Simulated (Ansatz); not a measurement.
```
CELL_PARAMETERS angstrom
4.59220 0.00000 0.00000
0.00000 4.59220 0.00000
0.00000 0.00000 2.95740
ATOMIC_POSITIONS crystal
Ti 0.00000 0.00000 0.00000
Ti 0.50000 0.50000 0.50000
O 0.30496 0.30496 0.00000
O 0.19504 0.80496 0.50000
O 0.69504 0.69504 0.00000
O 0.80496 0.19504 0.50000
```

Space group P4₂/mnm; computed without spin polarisation.

The calculation used Ansatz 0.2.0, DFT r2SCAN, scalar-relativistic, plane waves, PAW.

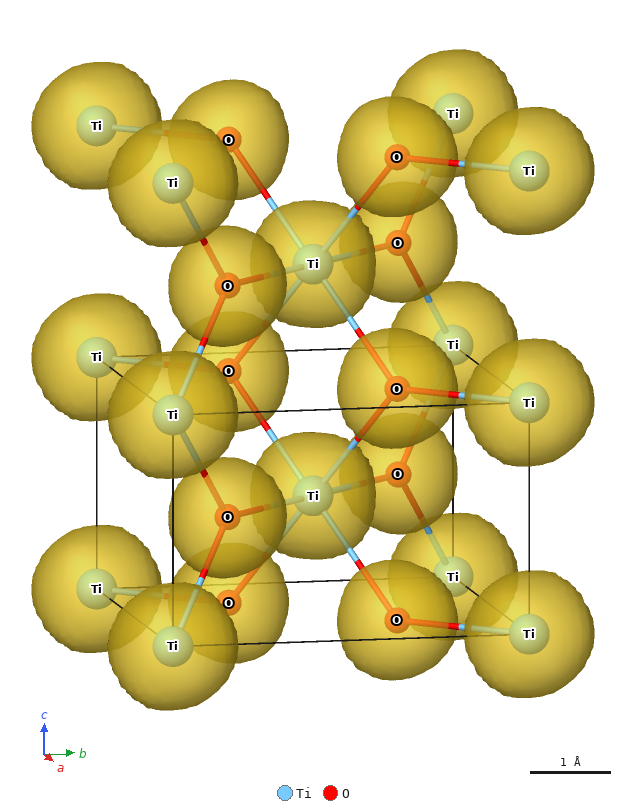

TiO$_{2}$. Isosurface of the valence electron density at 1 e/Å³ (yellow), seen slightly off an axis. Sticks mark near contacts.

In a PAW calculation such maps are meaningful between the atoms, not at the nuclei.

**What does this surface tell about the bonding?**

At this value the density breaks into separate islands; it holds about 70 % of the electrons treated as valence (semicore included). It bridges none of the near contacts. It is pinched off along the sampled Ti–O (1.95 Å) contacts. On the grid the lowest density along these lines, outside the cores, is 0.73 e/Å³ (Ti–O, 1.95 Å).

**Metal or insulator at this level of theory?**

It is gapped, with a Kohn–Sham gap of 2.2 eV on the k-point mesh, an upper bound to the gap of this method.
